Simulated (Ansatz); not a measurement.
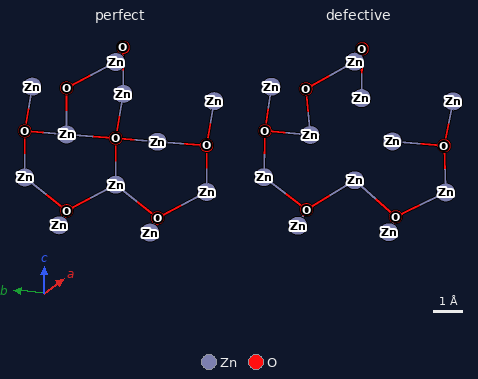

Left: perfect ZnO. Right: the same region with one point defect, after relaxing the atoms in a supercell of 48 sites. Style: ball-and-stick. Shown: the atoms within 4.6 Å of one point, in a slice 4.2 Å thick across the line of sight, from a free direction.

Theory: DFT PBE, scalar-relativistic, plane waves, PAW (Ansatz). Set-up: plane-wave cutoff 420 eV; k-point mesh 3 × 3 × 3; occupations gaussian; smearing width 0.01 eV; no spin polarisation. The cell is small and the k-mesh coarse, so the numbers are rough. The axes drawn are those of the host's conventional cell.

**What kind of defect was made?**

An oxygen atom is taken out (a vacancy).

The charge state of the cell is 0.

**What does the relaxation do around it?**

Around the empty O site the host had 4 Zn at 2.00 to 2.01 Å; after relaxation the nearest atoms are 4 Zn at 1.80 to 1.82 Å. Of the host's atoms, a zinc atom moves furthest from its site, by 0.19 Å. Relaxing the atoms from the host's sites lowers the energy by 0.25 eV. At a tolerance of 0.02 Å the relaxed supercell has space group R3.
